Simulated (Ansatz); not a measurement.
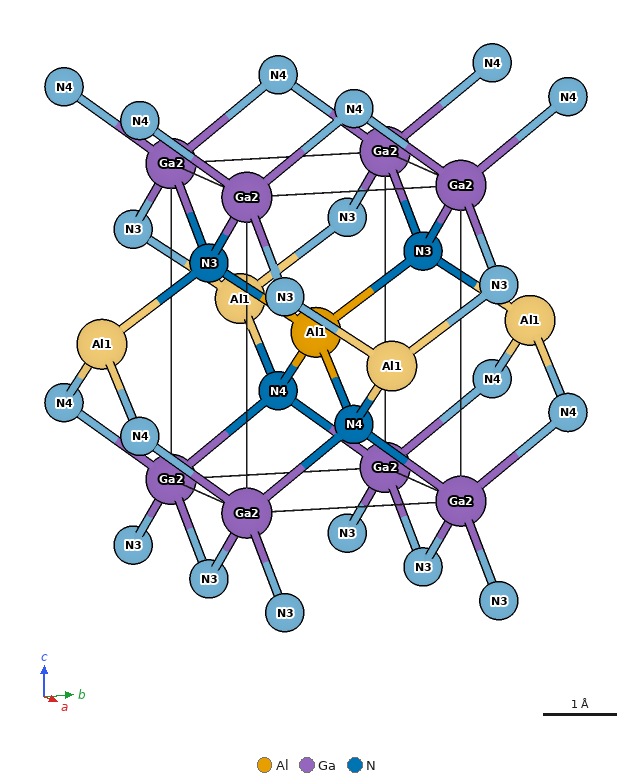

**Figure 1.** The structure as given in the input (ball-and-stick view of the cell of the calculation, seen slightly off an axis; neighbours outside the cell are drawn fainter; atoms are numbered from 1 in the order of the input). An atom can appear more than once, as a periodic image.

**Run report: AlGaN₂, single-point calculation**

System: AlGaN₂ (P-4m2, 4 atoms in the cell).
Method: DFT r2SCAN, scalar-relativistic, plane waves, PAW, no spin polarisation (Ansatz 0.2.0).

The structure derives from a Materials Project entry. Figures and captions count atoms from 1; the log counts them from 0 in places.

## What the program printed
```
Engine: ansatz 0.2.0, x86_64-unknown-linux-gnu
Pseudopotentials: kind: paw
Pseudopotential: Al, paw, valence charge 3, recommended cutoff 500 eV (meta_gga), Al.paw.azcp
Pseudopotential: Ga, paw, valence charge 13, recommended cutoff 500 eV (meta_gga), Ga.paw.azcp
Pseudopotential: N, paw, valence charge 5, recommended cutoff 500 eV (meta_gga), N.paw.azcp
Functional definition: r2SCAN
  parameter k0 = 0.174
  parameter k1 = 0.065
  parameter a1 = 4.9479
  exchange = r2scan_x(k0 = k0, k1 = k1, a1 = a1)
  correlation = r2scan_c
Crystal: 4 atoms, lattice volume = 43.642 Å³
Basis set: ecut = 500 eV, 1093 PW (Γ), exchange–correlation on 96×96×144 points (64 copies of the dense FFT grid, shifted against one another)
Bands: 17, of which v1, the nominal top of the filled ones, is band 13 counted from 1 (12 counted from 0)
Symmetry: 8 space group operations
Space group: P-4m2 (ITA 115), of the structure as read, at distance tolerance 3.5e-5 Å
k-points: 30 of 144 (time reversal used)
Non-local potential: Al, projectors of the file, l = 0: 2, l = 1: 2, l = 2: 1
Non-local potential: Ga, projectors of the file, l = 0: 2, l = 1: 2, l = 2: 3, l = 3: 1
Non-local potential: N, projectors of the file, l = 0: 2, l = 1: 2, l = 2: 1
PAW form: soft (Blöchl's): semilocal exchange-correlation on the pseudo side does not see the compensation charge
PAW frozen core: Al, regenerated for the run's functional (the file was generated under x = pbe(κ = 0.804, μ = 0.2195149727645171), c = pbe(β = 0.06672455060314922))
PAW frozen core: Ga, regenerated for the run's functional (the file was generated under x = pbe(κ = 0.804, μ = 0.2195149727645171), c = pbe(β = 0.06672455060314922))
PAW frozen core: N, regenerated for the run's functional (the file was generated under x = pbe(κ = 0.804, μ = 0.2195149727645171), c = pbe(β = 0.06672455060314922))
PAW one-centre angular grid: Al, 302 points (default); XC on 160 Gauss nodes
PAW one-centre angular grid: Ga, 590 points (default); XC on 160 Gauss nodes
PAW one-centre angular grid: N, 302 points (default); XC on 160 Gauss nodes
Initial density: superposition of atomic densities (neutral atoms: chi_scale 0, normalization atom), corrected by the library's trained network
Initial wavefunctions: pseudopotential atomic-orbital guess
Functional: x = r2scan, c = r2scan; τ floored in thin density (d = 2e-4 eV/Å³)
SCF iter   1: F=—  HF=-5104.704962 eV  |F-HF|=—  |Δ(HF+E_count)|=         —  Δρ=9.80e-3  dr2=2.46e-2  dr2_τ=2.49e-1  ethr=1.77e-3  ⟨swp⟩=5.1  Hψ=2505  notcnv=0
preconditioner: auto → none  [insulator: Δε(μ)=3.297 eV  Ē_g=16.736 eV  σ=0.100 eV  W_gap=1.00  n_scr=14 (ndim 8)  ℏωp=28.7 eV  f_vac=0.000  D(μ)=0.00/eV (n_scr^D=0)  ε∞_Penn≈3.9]
SCF iter   2: F=—  HF=-5104.806126 eV  |F-HF|=—  |Δ(HF+E_count)|=   1.01e-1  Δρ=4.41e-3  dr2=4.72e-3  dr2_τ=1.86e-4  ethr=9.48e-5  ⟨swp⟩=2.0  Hψ=1260  notcnv=0
SCF iter   3: F=—  HF=-5104.806001 eV  |F-HF|=—  |Δ(HF+E_count)|=   1.25e-4  Δρ=2.68e-3  dr2=1.14e-3  dr2_τ=6.42e-5  ethr=1.82e-5  ⟨swp⟩=2.0  Hψ=849  notcnv=0
SCF iter   4: F=—  HF=-5104.806000 eV  |F-HF|=—  |Δ(HF+E_count)|=   1.32e-6  Δρ=5.90e-4  dr2=1.70e-4  dr2_τ=4.98e-5  ethr=4.37e-6  ⟨swp⟩=2.0  Hψ=838  notcnv=0
SCF iter   5: F=—  HF=-5104.805960 eV  |F-HF|=—  |Δ(HF+E_count)|=   4.01e-5  Δρ=1.32e-4  dr2=7.16e-6  dr2_τ=4.15e-7  ethr=6.53e-7  ⟨swp⟩=2.2  Hψ=872  notcnv=0
SCF iter   6: F=—  HF=-5104.805960 eV  |F-HF|=—  |Δ(HF+E_count)|=   1.05e-7  Δρ=7.89e-5  dr2=2.82e-6  dr2_τ=1.62e-7  ethr=2.75e-8  ⟨swp⟩=2.0  Hψ=888  notcnv=0
SCF iter   7: F=—  HF=-5104.805960 eV  |F-HF|=—  |Δ(HF+E_count)|=   3.14e-7  Δρ=3.77e-5  dr2=6.43e-7  dr2_τ=8.29e-9  ethr=1.09e-8  ⟨swp⟩=2.0  Hψ=684  notcnv=0
SCF iter   8: F=-5104.805959 eV  HF=-5104.805959 eV  |F-HF|=3.55e-8  |Δ(HF+E_count)|=   1.01e-7  Δρ=1.16e-5  dr2=6.21e-8  dr2_τ=1.21e-9  ethr=3.85e-10  ⟨swp⟩=3.0  Hψ=1890  notcnv=0
SCF 1 converged in 8 iterations: F = -5104.805959 eV  dr2 = 6.21e-8
  greatest PAW one-centre occupation: 0.995 electrons in one spin orbital (limit 2), on the Ga atom at site 1 (counted from 0), in its partial waves of l = 2
```

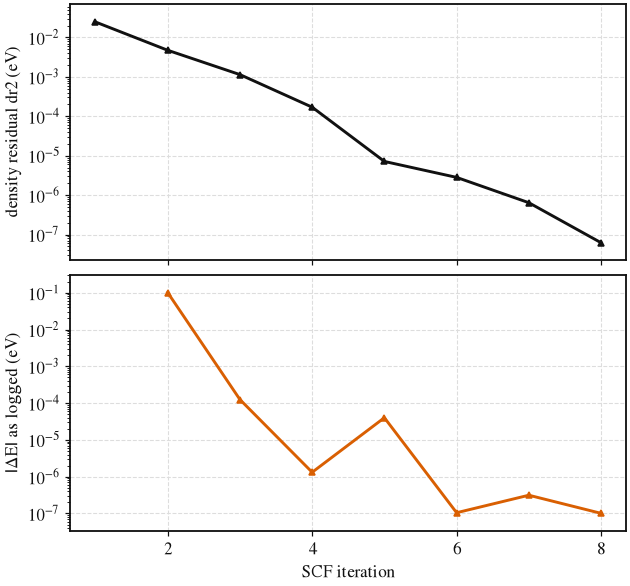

**Figure 2.** Convergence of the self-consistent field: density residual dr2 and size of the energy change against the SCF iteration. The residual falls at every step.

```
SCF converged after 8 iterations
Free energy (F): -5104.805959 eV
Harris-Foulkes:  -5104.805959 eV  (|F-HF|=3.55e-8)
Internal energy: -5104.805959 eV  (E = F + TS)
E sigma→0 (E₀):  -5104.805959 eV
Fermi energy:    9.822877 eV
--- Per-component energies (eV) ---
  E_band       = -12.786190
  E_kinetic    = 407.403306
  E_local      = -2469.838717  (includes V_loc(G=0)·N_el)
  E_nonlocal   = 530.687484
  E_hartree    = 1121.578640
  E_xc         = -220.546181
  E_vxc        = -262.687073  (∫ρ·V_xc dr)
  E_paw        = -2739.708448  (= ΣΔE_a)
  E_vpaw       = -475.748275  (= ΣTr[D̂ρ^β])
  E_aug_tail   = -0.000014  (compensation charges beyond the density's cutoff)
  E_vtau       = 14.244496  (kinetic-family band-sum trace: ∫τ·v_τ [+ j·A + Jᵃ·Aᵃ] dr)
  E_ewald      = -1733.609721
  E_core_change = -0.772307  (= ΣΔE_core)
  E_smearing   = -0.000000  (= −TS)
  E_closure    = -0.000000  (closes the sum)
  Σ components = -5104.805959   (vs F -5104.805959, Δ=0.00e0)
--- Forces (eV/Å), atoms counted from 1 ---
  atom   1  Al     0.00000000     0.00000000     0.00000000
  atom   2  Ga    -0.00000000     0.00000000     0.00000000
  atom   3  N      0.00000000     0.00000000     0.09221901
  atom   4  N      0.00000000     0.00000000    -0.09221901
  max |Σ_I F_I| component: 1.39e-17 eV/Å
--- Stress (GPa, compression-positive) ---
       -0.363454       0.000000      -0.000000
        0.000000      -0.363454       0.000000
       -0.000000       0.000000      -0.399422
  P = ⅓ Tr σ = -0.3754 GPa (-3.754 kbar)
--- Band table (eV; the first three rows and the last of 30) ---
  k-point 0: bands = ["-8.1363", "-6.5792", "-5.2485", "-5.2485", "-5.1826", "-5.0326", "-4.1344", "2.5437", "5.7545", "5.7545", "7.9228", "8.1463", "8.1463", "11.4973", "12.2464", "16.5222", "20.2291"]
  k-point 1: bands = ["-7.8793", "-6.7035", "-5.2522", "-5.2522", "-5.1751", "-5.0325", "-4.5530", "3.2137", "6.0264", "6.0264", "6.8273", "7.7604", "7.7604", "12.5894", "13.1448", "16.8306", "19.1793"]
  k-point 2: bands = ["-7.4006", "-7.0489", "-5.2560", "-5.2560", "-5.1477", "-5.0324", "-4.9587", "4.2236", "5.5791", "6.5259", "6.5259", "7.1515", "7.1515", "13.9647", "14.1382", "16.8442", "18.2392"]
  k-point 29: bands = ["-6.5966", "-6.5966", "-5.2328", "-5.0834", "-5.0493", "-3.8578", "-3.8578", "2.9528", "3.7277", "4.1279", "4.8086", "4.9154", "4.9154", "14.9335", "14.9335", "17.7442", "19.8101"]
```

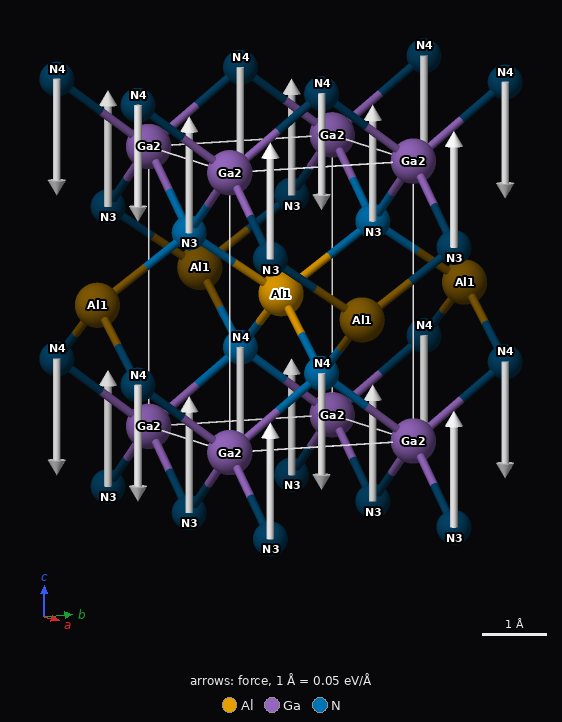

**Figure 3.** Forces on the atoms as white arrows (ball-and-stick view of the cell of the calculation, seen slightly off an axis; neighbours outside the cell are drawn fainter; atoms are numbered from 1 in the order of the input). The largest act on N3, N4 (0.09 eV/Å). The geometry is not a stationary point of this energy.

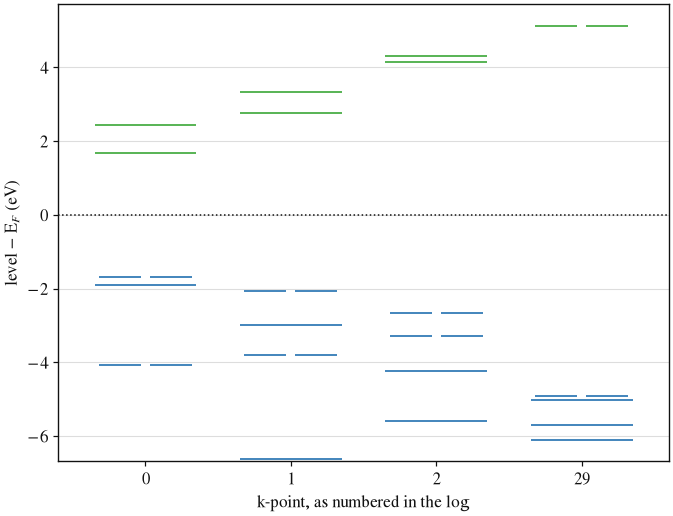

**Figure 4.** Kohn–Sham levels near the Fermi level (dotted) at the few k-points that the log prints; levels within 0.02 eV of each other stand side by side. Among these points the highest filled and lowest empty levels are 3.35 eV apart, which is the gap on the mesh.

This output came from the following input.

## The input
```yaml
crystal:
  lattice:
    - [3.1408770487, 0.0, 0.0]
    - [0.0, 3.1408770487, 0.0]
    - [0.0, 0.0, 4.42383794]
  atoms:
    - { symbol: Al, position: [0.5, 0.5, 0.5] }
    - { symbol: Ga, position: [0.0, 0.0, 0.0] }
    - { symbol: "N", position: [0.5, 0.0, 0.73826481] }
    - { symbol: "N", position: [0.0, 0.5, 0.26173519] }
basis:
  ecutwfc: 500
kpoints:
  mp_grid: { grid: [6, 6, 4] }
hamiltonian:
  xc: r2scan
scf:
  occupations: { method: gaussian, width: 0.1 }
output:
  forces: true
  stress: true
  eigenvalues: true
```

Launched with:
```bash
ansatz run input.yaml --threads 2 --pin off --max-ram 5120MiB --backend cpu --events-out ev --progress --plain --runs-dir out
```

## Summary

```tsv
quantity	value
outcome	converged
space group (tolerance 0.01 Å)	P-4m2 (115)
electrons treated	26
free energy	−5104.8060 eV
Fermi energy	9.823 eV
gap on the k-point mesh	3.35 eV
pressure	−0.38 GPa
largest force (length of the vector)	0.092 eV/Å
hardware	2 threads of Intel Xeon (Granite Rapids), 32 GiB of memory available, shared host
wall time	1.5 s (CPU time 2.9 s)
peak memory	0.48 GiB
```
